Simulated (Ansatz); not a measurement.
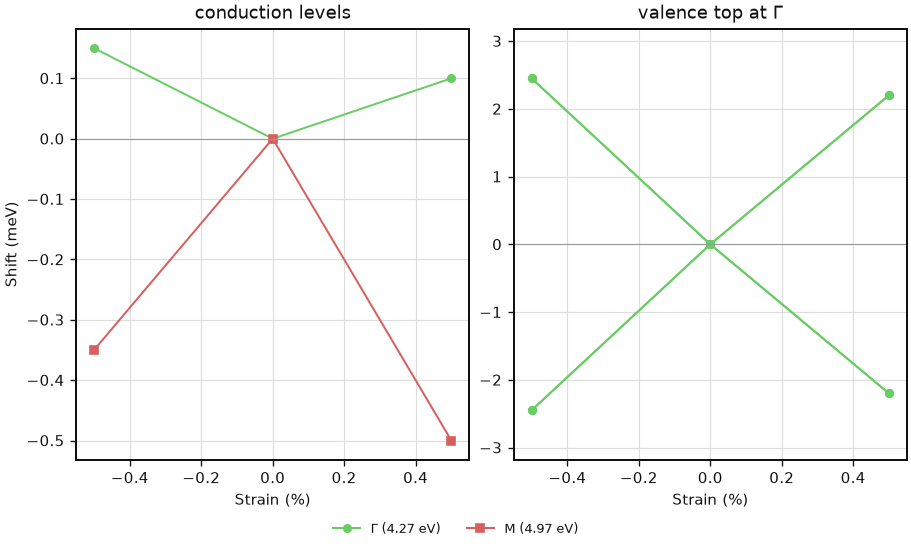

Shifts of the lowest conduction level at the points named, against the centre of the valence top at Γ (unstrained energies in the legend), and the splitting of that top about its centre.

System: CsCl-type CsBr, space group Pm-3m, 2 atoms in the cell, in a cell relaxed beforehand; cubic a = 4.240 Å. Here equal engineering shears of ±0.5 % are applied in xy, yz and zx, and the atoms are carried along without relaxing. Level of theory: PBEsol, all-electron LAPW, spin-orbit coupling, no magnetisation, 6×6×6 k mesh, fixed occupations; code Ansatz 0.2.0.

Q: How fast does each conduction level move?

A: For each 1 % of strain: 0 meV at Γ and 0 meV at M.

Q: How does the valence top split?

A: The fourfold valence top splits at 9 meV for each 1 % of strain.

LDA, GGA and most meta-GGA functionals understate gaps.
